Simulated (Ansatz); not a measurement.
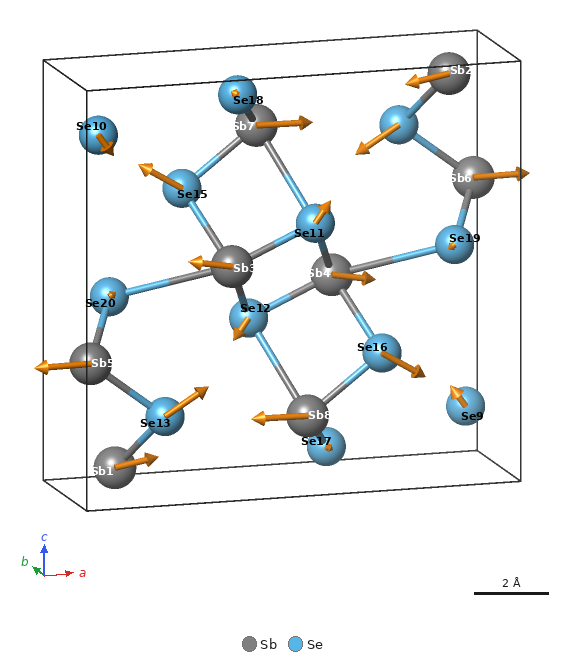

A relaxation of crystalline Sb2Se3 (built on the database structure type). The starting structure is drawn; orange arrows show the displacements (the part carried along by the change of the cell is left out), 10 times their true length.

Style: ball-and-stick. Shown: the cell of the calculation, slightly off an axis.

These are results of Ansatz 0.2.0, DFT, PBE-D3(BJ), plane waves, PAW, not measurements.

Input
```yaml
crystal:
  lattice:
    - [12.3620732, 0.0, 0.0]
    - [0.0, 4.00155687, 0.0]
    - [0.0, 0.0, 11.71362971]
  atoms:
    - { symbol: Sb, position: [0.14032237, 0.75, 0.0380946] }
    - { symbol: Sb, position: [0.85967763, 0.25, 0.9619054] }
    - { symbol: Sb, position: [0.35967763, 0.25, 0.5380946] }
    - { symbol: Sb, position: [0.64032237, 0.75, 0.4619054] }
    - { symbol: Sb, position: [0.03381284, 0.25, 0.32959138] }
    - { symbol: Sb, position: [0.96618716, 0.75, 0.67040862] }
    - { symbol: Sb, position: [0.46618716, 0.75, 0.82959138] }
    - { symbol: Sb, position: [0.53381284, 0.25, 0.17040862] }
    - { symbol: Se, position: [0.9483452, 0.75, 0.12752536] }
    - { symbol: Se, position: [0.0516548, 0.25, 0.87247464] }
    - { symbol: Se, position: [0.5516548, 0.25, 0.62752536] }
    - { symbol: Se, position: [0.4483452, 0.75, 0.37247464] }
    - { symbol: Se, position: [0.20533132, 0.25, 0.19210067] }
    - { symbol: Se, position: [0.79466868, 0.75, 0.80789933] }
    - { symbol: Se, position: [0.29466868, 0.75, 0.69210067] }
    - { symbol: Se, position: [0.70533132, 0.25, 0.30789933] }
    - { symbol: Se, position: [0.62734915, 0.75, 0.05409869] }
    - { symbol: Se, position: [0.37265085, 0.25, 0.94590131] }
    - { symbol: Se, position: [0.87265085, 0.25, 0.55409869] }
    - { symbol: Se, position: [0.12734915, 0.75, 0.44590131] }
kpoints:
  mp_grid: { grid: [2, 6, 2] }
hamiltonian:
  xc: pbe
  dispersion: d3bj
scf:
  occupations: { method: fermi_dirac, width: 0.02 }
relax:
  f_tol: 0.005
  cell: {}
```

Q: Describe the change and its energy.

A: The largest moves relative to the cell, 0.16 Å, are those of Sb5, Sb6, Sb7 and Sb8. Sb6 goes along +a. Largest moves by element: Sb 0.16 Å, Se 0.15 Å. Cell: a 12.362 → 11.698 Å (−5.4 %), b 4.002 → 3.989 Å (−0.3 %), c 11.714 → 11.338 Å (−3.2 %). Volume −8.7 %. Near-neighbour distances that change, for instance: Sb1–Se18 3.663 → 3.423 Å, Sb5–Se19 3.299 → 3.077 Å, Sb5–Se9 3.274 → 3.118 Å, Sb5–Se13 2.663 → 2.730 Å. Among the angles between lasting bonds that change: Se16–Sb8–Se17 87.9° → 82.6°, Sb4–Se16–Sb8 99.2° → 97.0°. The space group stays Pnma (No. 62). After 7 accepted moves (8 points after the start) the energy has fallen by 19.5 meV per atom. Largest force component: 0.25 eV/Å at the start, 0.0021 eV/Å at the end. Pressure: −0.87 GPa at the start and 0.00 GPa at the end. The SCF was repeated once at an unchanged geometry on a basis and grid sized afresh for the cell, which shifted the energy by 0.4 meV per atom at most. The run took 53 s on 1 × NVIDIA H100 80GB HBM3 with 4 threads of AMD EPYC 7R13 Processor (Zen 3) (shared host), peak memory 1.5 GiB.
